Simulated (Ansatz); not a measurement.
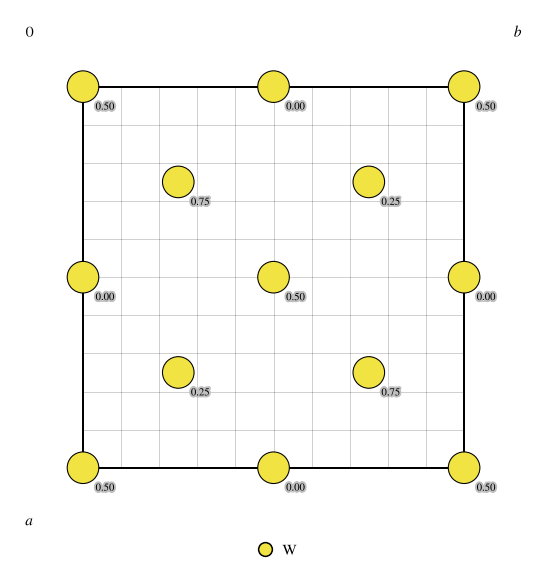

Plan of a unit cell projected along c (a down the page, b across); the numbers are heights as fractions of c, and atoms on the cell's edges are repeated. The grid marks tenths of a and b. Source: the input geometry of an electronic-structure calculation (not necessarily at equilibrium); the starting structure was generated, so it need not be a known form of this composition. Geometry calculated from the standardised cell; symmetry tolerance 0.002 Å.

a = 5.858 Å, b = 5.858 Å, c = 5.858 Å, α = 90.00°, β = 90.00°, γ = 90.00°.

Question: What does the cell contain?

Answer: 8 W: W, Z = 8.

Question: Which space group?

Answer: Fd-3m (No. 227, origin choice 1), face-centred cubic.

Question: Give the fractional coordinates of all atoms, to two places.

Answer:
| atom | x | y | z |
| --- | --- | --- | --- |
| W | 0.75 | 0.75 | 0.75 |
| W | 0.00 | 0.50 | 0.00 |
| W | 0.75 | 0.25 | 0.25 |
| W | 0.00 | 0.00 | 0.50 |
| W | 0.25 | 0.75 | 0.25 |
| W | 0.50 | 0.50 | 0.50 |
| W | 0.25 | 0.25 | 0.75 |
| W | 0.50 | 0.00 | 0.00 |
